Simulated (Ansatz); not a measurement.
# Mo2H3: geometry relaxation (part 2 of 2)

Mo2H3 (P-3m1, 5 atoms in the cell); DFT PBE, scalar-relativistic, plane waves, PAW, no spin polarisation (Ansatz 0.2.0); cutoff 420 eV, 12×12×8 k-mesh, Gaussian smearing of 0.1 eV. The structure was built on a prototype by a generator; it need not be a known phase. It belongs to a series of runs on one base structure; here: A-type sesquioxide type (P-3m1, No. 164).

Geometry of the input (Å; fractional positions):
```
3.0129  0.0000  0.0000
-1.5064  2.6092  0.0000
0.0000  0.0000  4.9546
H  0.0000  0.0000  0.0000
H  0.3333  0.6667  0.6167
H  0.6667  0.3333  0.3833
Mo 0.3333  0.6667  0.2244
Mo 0.6667  0.3333  0.7756
```

**What the program printed, continued**
```
SCF iter   1: F=—  HF=-9959.680861 eV  |F-HF|=—  |Δ(HF+E_count)|=         —  Δρ=1.46e-4  dr2=2.09e-7  ethr=2.41e-8  ⟨swp⟩=3.5  Hψ=19948  notcnv=0
preconditioner: auto → Kerker (q_TF=auto, 2.626 Å⁻¹)  [metal: Δε(μ)=0.006 eV  Ē_g=6.880 eV  σ=0.100 eV  W_gap=0.03  n_scr=10 (ndim 8)  ℏωp=23.0 eV  f_vac=0.000  D(μ)=1.48/eV (n_scr^D=10)]
SCF iter   2: F=—  HF=-9959.680871 eV  |F-HF|=—  |Δ(HF+E_count)|=   9.82e-6  Δρ=7.42e-5  dr2=5.44e-8  ethr=6.75e-10  ⟨swp⟩=1.7  Hψ=3057  notcnv=0
SCF iter   3: F=—  HF=-9959.680876 eV  |F-HF|=—  |Δ(HF+E_count)|=   4.56e-6  Δρ=9.98e-7  dr2=1.02e-10  ethr=1.76e-10  ⟨swp⟩=2.0  Hψ=3133  notcnv=0
iter 4 did not close the SCF: its close was put off for the readings that it lacked (scf_convergence_deferred on its scf_iter line)
SCF iter   4: F=-9959.680876 eV  HF=-9959.680876 eV  |F-HF|=3.64e-12  |Δ(HF+E_count)|=  2.00e-10  Δρ=1.93e-7  dr2=5.17e-12  ethr=1.00e-12  ⟨swp⟩=2.7  Hψ=4417  notcnv=0
iter 5 did not close the SCF: its close was put off for the readings that it lacked (scf_convergence_deferred on its scf_iter line)
SCF iter   5: F=-9959.680876 eV  HF=-9959.680876 eV  |F-HF|=0.00e0  |Δ(HF+E_count)|=  3.64e-12  Δρ=2.41e-8  dr2=1.96e-13  ethr=1.00e-12  ⟨swp⟩=1.0  Hψ=2751  notcnv=0
iter 6 did not close the SCF: its close was put off for the readings that it lacked (scf_convergence_deferred on its scf_iter line)
SCF iter   6: F=-9959.680876 eV  HF=-9959.680876 eV  |F-HF|=1.82e-12  |Δ(HF+E_count)|=  1.82e-12  Δρ=7.68e-9  dr2=4.04e-14  ethr=1.00e-12  ⟨swp⟩=1.0  Hψ=2751  notcnv=0
iter 7 did not close the SCF: its close was put off for the readings that it lacked (scf_convergence_deferred on its scf_iter line)
SCF iter   7: F=-9959.680876 eV  HF=-9959.680876 eV  |F-HF|=3.64e-12  |Δ(HF+E_count)|=  1.82e-12  Δρ=3.21e-9  dr2=2.56e-15  ethr=1.00e-12  ⟨swp⟩=1.0  Hψ=2751  notcnv=0
SCF iter   8: F=-9959.680876 eV  HF=-9959.680876 eV  |F-HF|=1.82e-12  |Δ(HF+E_count)|=    0.00e0  Δρ=5.33e-10  dr2=1.01e-16  ethr=1.00e-12  ⟨swp⟩=1.0  Hψ=6028  notcnv=0
SCF 6 converged in 8 iterations: F = -9959.680876 eV  dr2 = 1.01e-16
relax step   6: F+E_penalty+E_count = -9959.68087550 eV  Δ(F+E_penalty+E_count) = -4.532e-5 eV  max|allowed force component| = 8.168e-4 eV/Å  Δτ_max = 0.0000 Å  P = -0.024 GPa  Ω = 38.974 Å³  stress off target by 2.71e-2 GPa  SCF on the basis re-selected at this cell (its energy is not comparable with the rows above)  (8 SCF iters)
```

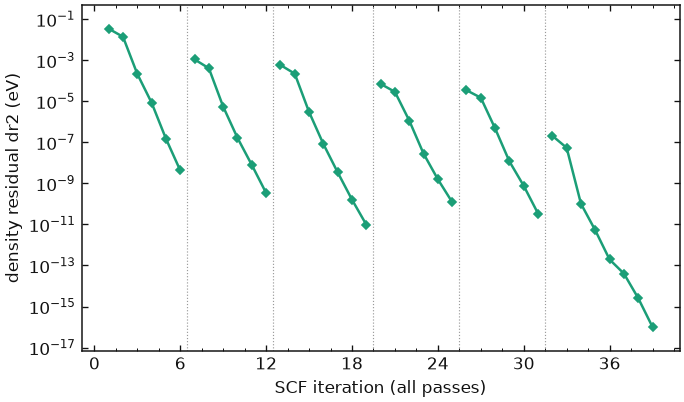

*Convergence of the self-consistent field: density residual dr2 against the SCF iteration. The dotted lines part the SCF passes of the relaxation: geometry steps, rejected trials and re-solves on a re-selected basis.*

The 6 passes take 6 to 8 iterations each, 39 in all.

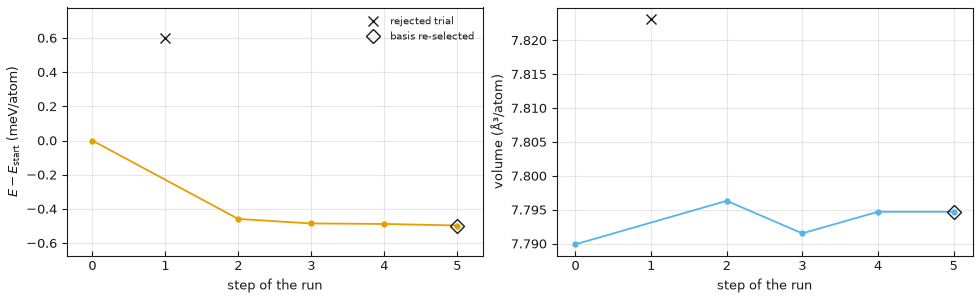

*Progress of the relaxation, step by step (the first geometry is step 0 here and step 1 in the log).*

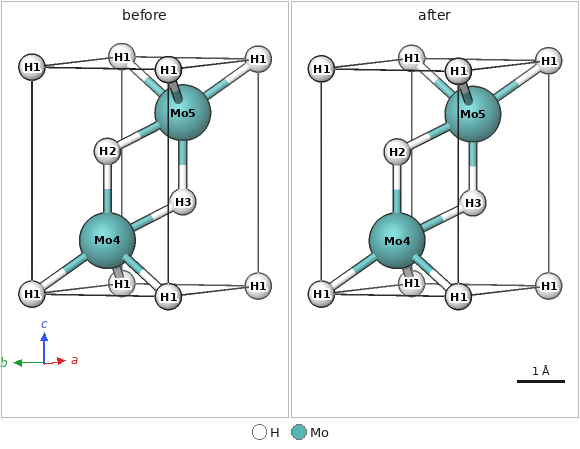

*Before (left) and after (right) the relaxation, at one scale (ball-and-stick view of the cell of the calculation, seen at an oblique angle).*

The largest moves relative to the cell, 0.011 Å, are those of H2 and H3. By element the largest moves are H 0.011 Å, Mo 0.005 Å. The drawn cell changes as follows: a = b 3.013 → 3.025 Å (+0.4 %), c 4.955 → 4.917 Å (−0.8 %); the volume changes by +0.1 %. Among the contacts that change: H2–Mo4 1.944 → 1.935 Å. The space group stays P-3m1 (No. 164). Over 4 geometry steps the energy falls by 0.5 meV per atom. The largest force component goes from 0.021 to 0.00082 eV/Å. Pressure: 0.21 GPa at the start and −0.02 GPa at the end. The line search rejected the trial step at point 1 (counted from 0) and went back. A last SCF at the same geometry on a re-selected plane-wave basis shifts the energy by next to nothing (0.0 meV per atom). (Atoms are counted from 1 in the order of the input.)

```
basis re-selected at this cell: Δ(F+E_penalty+E_count) = -4.532e-5 eV, ΔP = +0.001 GPa vs the last step (what re-selecting the basis moved, of the pressure what is left beyond the Pulay correction that the steps carried, after the strain that the cell walked since its last selection, with what the two solves' SCF thresholds leave and, on support functions, any second-order correction that the steps lacked; it is no measure of the basis error at this ecutwfc). This SCF's stress stands 2.71e-2 GPa from its target on what of the cell is left free (relax.cell.stress_tol is 5.00e-2 GPa) and its largest allowed force component is 8.17e-4 eV/Å (relax.f_tol is 1.00e-2 eV/Å): within both
SCF converged after 8 iterations
Free energy (F): -9959.680876 eV
Harris-Foulkes:  -9959.680876 eV  (|F-HF|=1.82e-12)
Internal energy: -9959.673451 eV  (E = F + TS)
E sigma→0 (E₀):  -9959.677163 eV
Entropy (-TS):   -0.007425 eV (-1.485 meV/atom)
Fermi energy:    17.855330 eV
--- Per-component energies (eV) ---
  E_band       = -173.336439
  E_kinetic    = 927.266586
  E_local      = -1813.109926  (includes V_loc(G=0)·N_el)
  E_nonlocal   = 290.121792
  E_hartree    = 603.943072
  E_xc         = -395.886063
  E_vxc        = -495.666115  (∫ρ·V_xc dr)
  E_paw        = -6404.228800  (= ΣΔE_a)
  E_vpaw       = -289.831481  (= ΣTr[D̂ρ^β])
  E_aug_tail   = -0.003438  (compensation charges beyond the density's cutoff)
  E_ewald      = -3167.776673
  E_smearing   = -0.007425  (= −TS)
  E_closure    = 0.000000  (closes the sum)
  Σ components = -9959.680876   (vs F -9959.680876, Δ=0.00e0)
--- Forces (eV/Å), atoms counted from 1 ---
  atom   1  H     -0.00000000     0.00000000     0.00000000
  atom   2  H      0.00000000    -0.00000000    -0.00075800
  atom   3  H     -0.00000000     0.00000000     0.00075800
  atom   4  Mo     0.00000000    -0.00000000     0.00081679
  atom   5  Mo    -0.00000000     0.00000000    -0.00081679
  max |Σ_I F_I| component: 5.78e-19 eV/Å
--- Stress (GPa, compression-positive) ---
       -0.027140       0.000000      -0.000000
       -0.000000      -0.027140       0.000000
       -0.000000       0.000000      -0.016890
  P = ⅓ Tr σ = -0.0237 GPa (-0.237 kbar)
--- Band table (eV; the first three rows and the last of 131) ---
  k-point 0: bands = ["-43.2740", "-43.1290", "-17.8078", "-17.0811", "-17.0811", "-16.9454", "-16.9454", "-16.9275", "7.0158", "10.5887", "12.4636", "16.1858", "16.1858", "16.7940", "16.9115", "16.9115", "17.7052", "17.7052", "19.9513", "19.9513", "21.6504"]
  k-point 1: bands = ["-43.2708", "-43.1323", "-17.7819", "-17.0781", "-17.0781", "-16.9567", "-16.9484", "-16.9484", "7.1376", "10.4447", "12.5560", "16.1319", "16.1319", "16.4980", "16.8450", "16.8450", "17.8595", "17.8595", "19.9632", "19.9632", "21.4770"]
  k-point 2: bands = ["-43.2622", "-43.1410", "-17.7102", "-17.0703", "-17.0703", "-17.0360", "-16.9563", "-16.9563", "7.4893", "10.0297", "12.8473", "15.7833", "16.0390", "16.0390", "16.6816", "16.6816", "18.2380", "18.2380", "19.9475", "19.9475", "21.1311"]
  k-point 130: bands = ["-43.1213", "-43.1213", "-17.6343", "-17.6343", "-17.5095", "-17.3130", "-17.0650", "-17.0650", "10.6281", "10.9984", "10.9984", "14.8707", "14.8707", "15.1586", "17.1498", "17.9534", "19.6462", "19.6462", "22.7221", "22.7221", "23.5397"]
--- Relaxed structure (5 steps of the walk, 4 accepted, 1 SCFs on fresh bases) ---
  F+E_penalty+E_count = -9959.68087550 eV   max|allowed force component| = 8.168e-4 eV/Å   (the final SCF, on the basis selected at the relaxed cell)
  cell:  # Å, volume = 38.9735 Å³
    - [3.0253555874482445, 2.8987089311869332e-11, 3.876902316843232e-19]
    - [-1.5126777937492257, 2.6200347941968802, -1.938451158356958e-19]
    - [6.375412865739365e-19, 1.8385363835891338e-29, 4.916839422133127]
  atoms:
    - { symbol: H, position: [-1.7124534121730825e-34, 5.166841939681477e-35, -9.628458788109924e-20] }
    - { symbol: H, position: [0.33333333333333337, 0.6666666666666666, 0.6189154612487402] }
    - { symbol: H, position: [0.6666666666666666, 0.3333333333333333, 0.3810845387512598] }
    - { symbol: Mo, position: [0.33333333333333337, 0.6666666666666666, 0.22528249996579364] }
    - { symbol: Mo, position: [0.6666666666666666, 0.3333333333333333, 0.7747175000342064] }
```

**Trajectory as extended XYZ (Å, eV, eV/Å), 6 frames, from step=1 to step=6**
```
5
Lattice="3.0129 0.0000 0.0000 -1.5064 2.6092 0.0000 0.0000 0.0000 4.9546" Properties=species:S:1:pos:R:3:forces:R:3 step=1 energy=-9959.67839 pressure_GPa=0.21
H     0.0000    0.0000    0.0000    0.0000   0.0000   0.0000
H     0.0000    1.7395    3.0556    0.0000   0.0000   0.0178
H     1.5064    0.8697    1.8990    0.0000   0.0000  -0.0178
Mo    0.0000    1.7395    1.1116    0.0000   0.0000  -0.0210
Mo    1.5064    0.8697    3.8430    0.0000   0.0000   0.0210
5
Lattice="3.0404 0.0000 0.0000 -1.5202 2.6331 0.0000 0.0000 0.0000 4.8860" Properties=species:S:1:pos:R:3:forces:R:3 step=2 energy=-9959.67538 pressure_GPa=-0.56 accepted=F
H     0.0000    0.0000    0.0000    0.0000   0.0000   0.0000
H     0.0000    1.7554    3.0349    0.0000   0.0000  -0.0268
H     1.5202    0.8777    1.8511    0.0000   0.0000   0.0268
Mo    0.0000    1.7554    1.0940    0.0000   0.0000   0.2091
Mo    1.5202    0.8777    3.7920    0.0000   0.0000  -0.2091
5
Lattice="3.0240 0.0000 0.0000 -1.5120 2.6188 0.0000 0.0000 0.0000 4.9223" Properties=species:S:1:pos:R:3:forces:R:3 step=3 energy=-9959.68068 pressure_GPa=0.02
H     0.0000    0.0000    0.0000    0.0000   0.0000   0.0000
H     0.0000    1.7459    3.0449    0.0000   0.0000   0.0008
H     1.5120    0.8729    1.8774    0.0000   0.0000  -0.0008
Mo    0.0000    1.7459    1.1057    0.0000   0.0000   0.0410
Mo    1.5120    0.8729    3.8166    0.0000   0.0000  -0.0410
5
Lattice="3.0245 0.0000 0.0000 -1.5123 2.6193 0.0000 0.0000 0.0000 4.9176" Properties=species:S:1:pos:R:3:forces:R:3 step=4 energy=-9959.68082 pressure_GPa=0.11
H     0.0000    0.0000    0.0000    0.0000   0.0000   0.0000
H     0.0000    1.7462    3.0424    0.0000   0.0000   0.0033
H     1.5123    0.8731    1.8751    0.0000   0.0000  -0.0033
Mo    0.0000    1.7462    1.1064    0.0000   0.0000   0.0224
Mo    1.5123    0.8731    3.8111    0.0000   0.0000  -0.0224
5
Lattice="3.0254 0.0000 0.0000 -1.5127 2.6200 0.0000 0.0000 0.0000 4.9168" Properties=species:S:1:pos:R:3:forces:R:3 step=5 energy=-9959.68083 pressure_GPa=-0.02
H     0.0000    0.0000    0.0000    0.0000   0.0000   0.0000
H     0.0000    1.7467    3.0431    0.0000   0.0000  -0.0007
H     1.5127    0.8733    1.8737    0.0000   0.0000   0.0007
Mo    0.0000    1.7467    1.1077    0.0000   0.0000   0.0008
Mo    1.5127    0.8733    3.8092    0.0000   0.0000  -0.0008
5
Lattice="3.0254 0.0000 0.0000 -1.5127 2.6200 0.0000 0.0000 0.0000 4.9168" Properties=species:S:1:pos:R:3:forces:R:3 step=6 energy=-9959.68088 pressure_GPa=-0.02
H     0.0000    0.0000    0.0000    0.0000   0.0000   0.0000
H     0.0000    1.7467    3.0431    0.0000   0.0000  -0.0008
H     1.5127    0.8733    1.8737    0.0000   0.0000   0.0008
Mo    0.0000    1.7467    1.1077    0.0000   0.0000   0.0008
Mo    1.5127    0.8733    3.8092    0.0000   0.0000  -0.0008
```

**Key numbers**

| quantity | value |
| --- | --- |
| outcome | converged |
| space group (tolerance 0.01 Å) | P-3m1 (164) |
| electrons treated | 31 |
| free energy | −9959.6809 eV |
| Fermi energy | 17.855 eV |
| gap on the k-point mesh | none (metallic) |
| pressure | −0.02 GPa |
| final volume | 38.97 Å³ |
| largest force (length of the vector) at the end | 0.001 eV/Å |
| final cell | a = 3.025 Å, b = 3.025 Å, c = 4.917 Å, α = 90.00°, β = 90.00°, γ = 120.00° |
| hardware | 1 thread of Intel Xeon (Sapphire Rapids), 192 GiB of memory available, shared host |
| wall time | 25 s |
| peak memory | 0.43 GiB |
